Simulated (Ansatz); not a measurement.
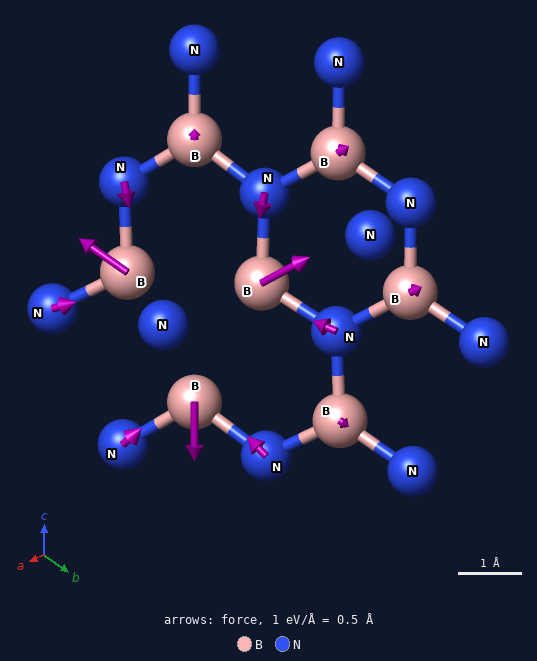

Starting geometry of a defect cell of composition B24N23 (cell charge +1) with the computed forces as purple arrows. A ball-and-stick model of the atoms within 4.2 Å of the atom that moves most (axes of the cell of the calculation), seen slightly off an axis.

Case: N vacancy (site f), charge +1, atoms relaxed at the host's cell.

All numbers below come from DFT PBE, scalar-relativistic, plane waves, PAW (Ansatz 0.2.0). Settings: plane-wave cutoff 420 eV; k-point mesh 2 × 2 × 2; occupations gaussian; smearing width 0.01 eV; no spin polarisation; atoms relaxed in a fixed cell; force threshold 0.025 eV/Å; at most 45 steps.

Q: Is this structure relaxed? If not, where do the atoms go?

A: It isn't relaxed: the largest force vector, on B atoms, is 1.94 eV/Å. The final displacements follow the starting forces only in part (cosine between the two patterns 0.71). Over 3 accepted moves (4 points after the start) the energy falls by 0.289 eV per cell of the calculation. Largest force component: 1.9 eV/Å at the start, 0.016 eV/Å at the end. 1 step only repeated the SCF at the same geometry. The largest moves, 0.10 Å, are those of B atoms. Largest moves by element: B 0.10 Å, N 0.02 Å. The lattice vectors keep their values. Near-neighbour distances that change, for instance: B–N 1.464 → 1.425 Å, B–N 1.469 → 1.455 Å, B–N 1.455 → 1.445 Å, B–N 1.473 → 1.477 Å. Among the angles between lasting bonds that change: N–B–N 115.9° → 121.4°, B–N–B 122.5° → 119.7°. Cost: 26 s on 4 threads of Arm Neoverse V2, on a shared host, peak memory 1.7 GiB.

Limits of the set-up: the periodic images lie only 8.4 Å apart, so the values are limited by the cell's size; the cell is charged, on a uniform background, and energies carry no finite-size correction.
